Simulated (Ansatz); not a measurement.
Nb$_{3}$N$_{2}$

```xyz
10
Lattice="3.0757 0.0000 0.0000 0.0000 4.4045 0.0000 0.0000 0.0000 9.2157" Properties=species:S:1:pos:R:3 pbc="T T T"
Nb    1.5379    0.0000    1.5198
Nb    0.0000    2.2022    6.1277
Nb    0.0000    2.2022    3.0880
Nb    1.5379    0.0000    7.6958
Nb    0.0000    2.2022    0.0000
Nb    1.5379    0.0000    4.6078
N     0.0000    0.0000    3.0685
N     1.5379    2.2022    7.6764
N     0.0000    0.0000    6.1471
N     1.5379    2.2022    1.5393
```

Space group Immm; a generated structure, not necessarily the stable one; computed without spin polarisation.

All numbers below come from DFT PBE, scalar-relativistic, plane waves, PAW (Ansatz 0.2.0).

Core electrons are frozen (PAW), and the valence fields are smoothed inside the atomic spheres.

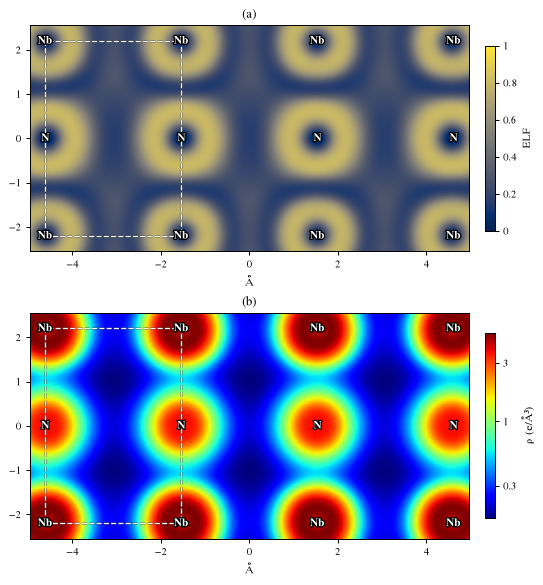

Figure 1. (a) electron localisation function; (b) valence charge density (pseudo) on the (001) plane of the conventional cell.

Q: What do the fields say about this system?

A:
- The section cuts through Nb and N sites.
- Nb–N (2.20 Å): the density is about 0.54 e/Å³ at the midpoint; the ELF peaks at about 0.80 in the valence shell of N, 0.6 Å from its nucleus, and drops to about 0.15 between the two atoms; no localised pair shows between them.
- Between the atoms the lowest density in this plane is 0.16 e/Å³.
- The features right at Nb lie inside the PAW spheres, where the map follows smoothed inner orbitals and isn't to be read closely.

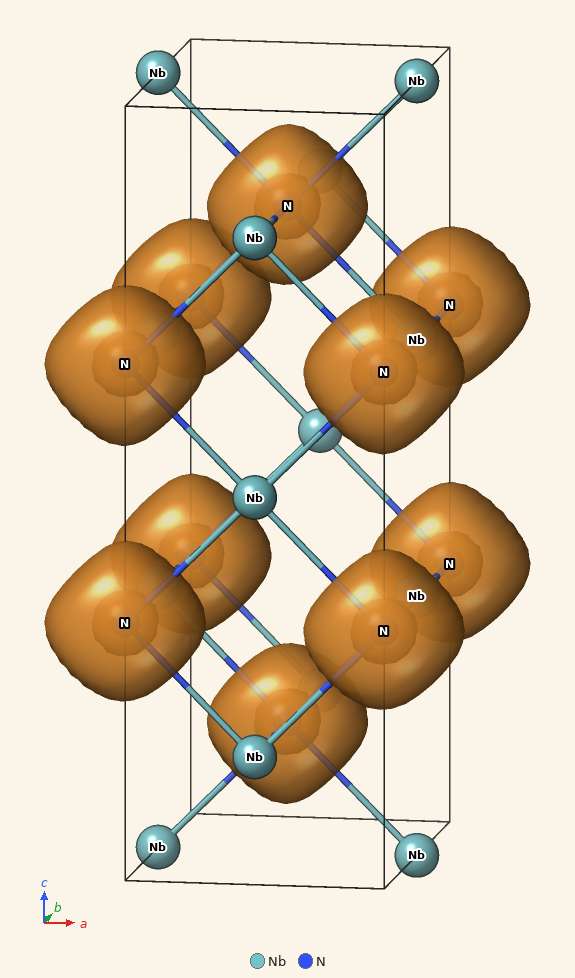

Figure 2. Isosurface of the electron localisation function at 0.6 (orange), seen slightly off an axis. Only the valence region is drawn (cores and ρ < 0.01 e/Å³ removed). Sticks mark near contacts.

Q: Where are the electrons localised?

A: The ELF exceeds this value in four regions wrapped around N (the valence shell of each), counted in one cell of 10 atoms. Any copies at cell faces, edges or corners count once. Along the contacts the grid gives the following. Nb–N (2.18 Å): the ELF peaks at about 0.80 in the valence shell of N, 0.6 Å from its nucleus, and drops to about 0.15 between the two atoms: no localised pair shows between them.

Q: What Bader charges does the calculation give?

A: Electrons move from Nb towards N. Bader charges: Nb +1.10 to +1.17 and N −1.72 e.

Q: Does the calculation give a band gap?

A: It is metallic or semimetallic at this level of theory: no gap opens; semilocal functionals without U, or without the true magnetic order, often close the gap of such compounds.
